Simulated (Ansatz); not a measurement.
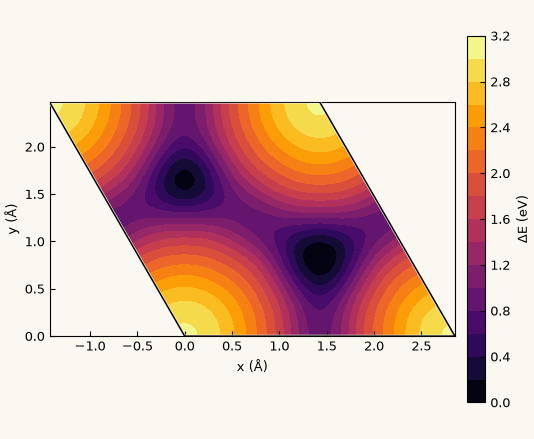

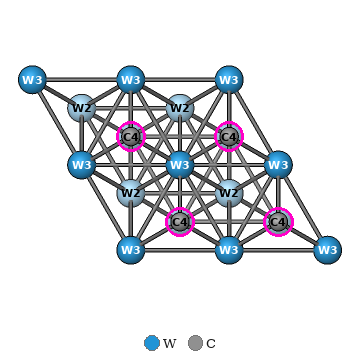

Energy landscape of C on a W(111) slab cut from the Fm-3m phase, its upper half relaxed before the scan (3 atoms of substrate and one adsorbate in a 1 × 1 cell). C is moved over the surface cell; relaxed at each place: the height of the adsorbate's atoms; substrate rigid; the origin of the map has the adsorbate above W3. Places are given modulo a cell vector. The map is drawn in real space over the plane of the surface. The scan uses a 6 × 6 grid; 10 points were computed and 26 follow by symmetry. Energies are in eV, from the lowest grid point. With one adsorbate in each 1 × 1 cell, its nearest image is 2.9 Å away, so neighbouring adsorbates interact. The calculation used Ansatz 0.2.0, DFT PBE, scalar-relativistic, plane waves, PAW. Settings: cutoff 420 eV, k-mesh 9×9×1, gaussian smearing 0.1 eV, no spin polarisation.

The picture shows filled contours, the outline of one cell of the plane. Between grid points the surface is interpolated. The second picture is the structure at the lowest point; rings mark the moved atoms.

**Describe this landscape.**

The lowest grid point is at a threefold hollow over a third-layer W atom, (4/6, 2/6) of the cell vectors. A higher local minimum lies near a threefold hollow over a second-layer W atom, (2/6, 4/6) of the cell vectors (0.12 eV above the lowest at that grid point). The highest grid point, the top site over a surface W atom, (0/6, 0/6) of the cell vectors, lies 3.03 eV above the lowest. On the interpolated surface the easiest way out of the lowest well to the well at a threefold hollow over a second-layer W atom, (2/6, 4/6) of the cell vectors passes a barrier of about 0.92 eV. At the lowest point the adsorbate has 3 W at 1.98 Å as nearest neighbours, at the highest 1 W at 1.91 Å. Its relaxed height above the top atom is 1.10 Å at the lowest and 1.91 Å at the highest point.

Each point was launched as `ansatz run input.yaml --threads 1 --pin off --max-ram 3072MiB --backend cpu --events-out ev --progress --plain --runs-dir out`. The whole map (10 points run) took 5.6 min on 1 thread of Intel(R) Xeon(R) Platinum 8375C CPU @ 2.90GHz (Ice Lake) (shared host).
